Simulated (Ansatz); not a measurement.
System: HgTe.

Input file:

```
crystal:
  lattice:
    - [4.6102358868, 0.0, 0.0]
    - [-2.3051179434, 3.9925813954, 0.0]
    - [2.3051179434, -1.3308604651, 3.7541720878]
  atoms:
    - { symbol: Hg, position: [0.0002199532, -0.0002199532, -0.0006598597] }
    - { symbol: Te, position: [0.7497800468, 0.2502199532, 0.7506598597] }
basis:
  ecutwfc: 420
kpoints:
  mp_grid: { grid: [9, 9, 9] }
hamiltonian:
  xc: pbesol
scf:
  occupations: { method: gaussian, width: 0.1 }
output:
  forces: true
  stress: true
  eigenvalues: true
  write_density: true
  write_potential: true
  elf: true
  volumetric_format: npy
```

Command:

```sh
ansatz run input.yaml --threads 2 --pin off --max-ram 5120MiB --backend cpu --events-out ev --progress --plain --runs-dir out
```

Below, planes, directions and counts refer to the standardised cell (a = 6.51 Å, b = 6.51 Å, c = 6.51 Å, α = 89.90°, β = 90.10°, γ = 89.90°).

Space group R3m; changed on purpose from its base cell (band edges of the strained film's bulk).

All numbers below come from Ansatz 0.2.0, DFT PBEsol, scalar-relativistic, plane waves, PAW.

Question: What can the converged valence pseudo-density and electron localisation function tell about the bonding?

Answer: Hg–Te (2.82 Å): ρ at the midpoint is about 0.37 e/Å³; the ELF is about 0.40 at the midpoint and 0.25 at its lowest between the atoms; no localised pair shows between them.

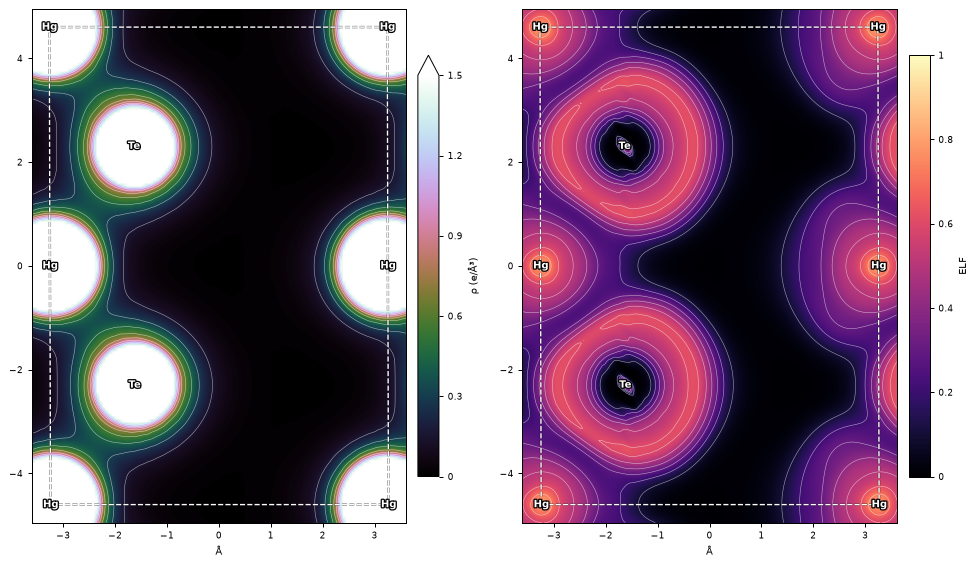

Computed valence pseudo-density and electron localisation function on the (110) plane of the standardised cell, in this order. 
